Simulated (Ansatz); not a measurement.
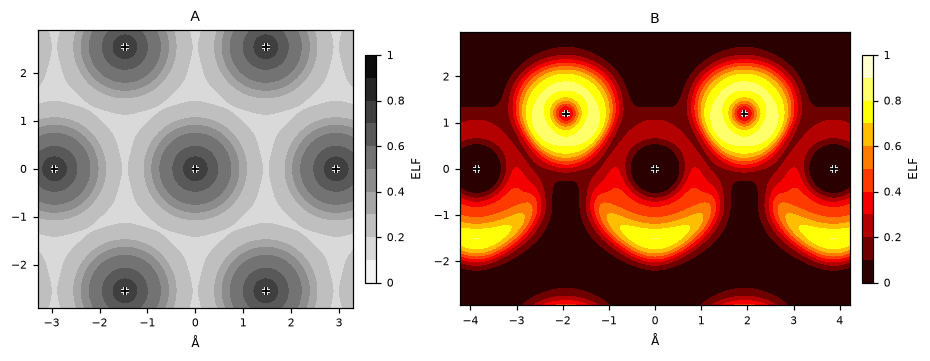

The electron localisation function of 2 systems, each on a plane through atoms (crosses mark nuclei in the plane).

Theory: Ansatz 0.2.0, DFT PBE, scalar-relativistic, plane waves, PAW.

System 1: SnO, the (100) plane of the conventional cell. Space group P4/nmm; changed on purpose from its base cell (strain +0.000 along x and y, +0.030 along z, atoms carried along); not relaxed (largest force 0.5 eV/Å).

```
Sn O
1.0
     3.86817    0.00000    0.00000
     0.00000    3.86817    0.00000
     0.00000    0.00000    5.21930
Sn O
2 2
Direct
  0.00000 0.50000 0.22874
  0.50000 0.00000 0.77126
  0.00000 0.00000 0.00000
  0.50000 0.50000 0.00000
```

System 2: Au, the (100) plane of the calculation cell. Space group Fm-3m.

```
CELL_PARAMETERS angstrom
0.00000 4.15808 -4.15808
4.15808 4.15808 0.00000
4.15808 0.00000 -4.15808
ATOMIC_POSITIONS crystal
Au 0.50000 0.00000 0.50000
Au 0.50000 0.50000 0.50000
Au 0.00000 0.00000 0.50000
Au 0.00000 0.50000 0.50000
Au 0.50000 0.00000 0.00000
Au 0.50000 0.50000 0.00000
Au 0.00000 0.00000 0.00000
Au 0.00000 0.50000 0.00000
```

Question: Which map belongs to which system?

Answer: Panel A is system 2, Au: the plane holds Au. Au–Au (2.94 Å): the ELF is about 0.20 at the midpoint (no shared electron pair shows on this line). Panel B is system 1, SnO: the plane holds Sn and O. Sn–O (2.27 Å): the ELF peaks at about 0.85 in the valence shell of O, 0.6 Å from its nucleus, and is about 0.20 at the midpoint (no localised pair shows between them).
